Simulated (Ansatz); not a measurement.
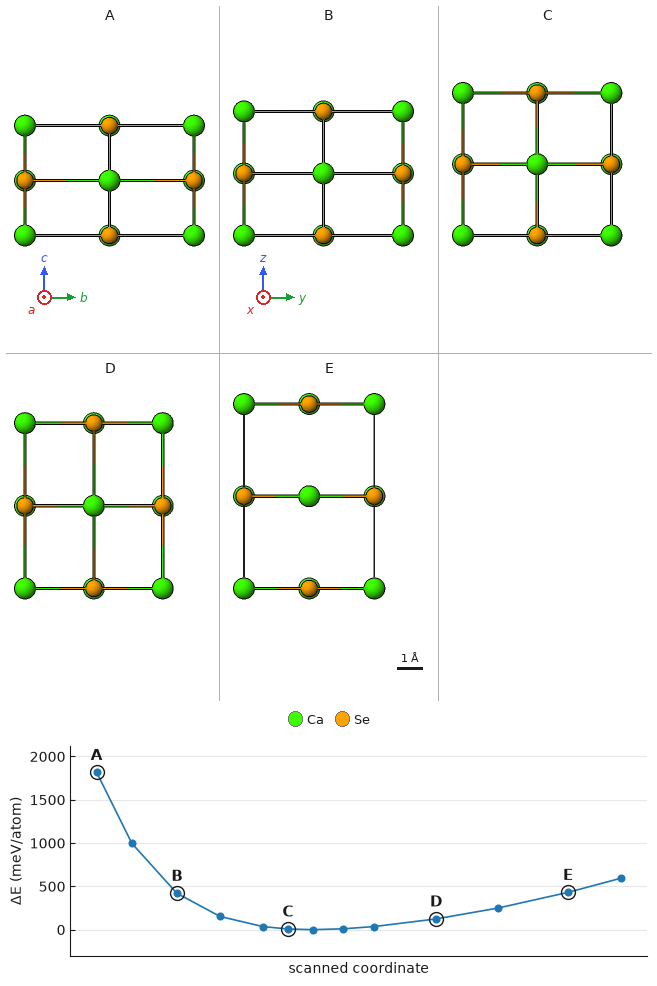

Frames of a one-coordinate scan of a crystal of CaSe (Fm-3m). x, y and z are the Cartesian axes of the input. The picture is a ball-and-stick view of the conventional cell (4 times the calculation's cell), seen along the a axis. Lengths and directions refer to the drawn axes.

These are results of DFT LDA, scalar-relativistic, plane waves, PAW (Ansatz), not measurements. Set-up: plane-wave cutoff 420 eV; k-point mesh 10 × 10 × 10; occupations gaussian; smearing width 0.05 eV; no spin polarisation. Energies (free energies at the smearing named) are counted from the cell as listed in its source, which wasn't relaxed.

> What is being scanned?

The ratio of the cell's length along z to its lengths across, counted as 1 for the reference, is changed at fixed volume (a tetragonal or Bain path), with the atoms kept at their fractional coordinates. In the frames the relative ratio is 0.65 (A), 0.78 (B), 0.96 (C), 1.20 (D), 1.414 (E). Of the computed points the lowest is at the relative ratio 1.00, 0 meV/atom. At the ends of the scan the energy is 1816 meV/atom (0.65) and 594 meV/atom (1.50). The unrelaxed reference is under a pressure of −3.1 GPa. The distortion takes the space group from Fm-3m to I4/mmm. At the relative ratio 1.50 the cell of the drawing goes a 5.912 → 5.165 Å, b 5.912 → 5.165 Å, c 5.912 → 7.747 Å. The band gap on the mesh, 1.88 eV in the reference, closes at 0.65.
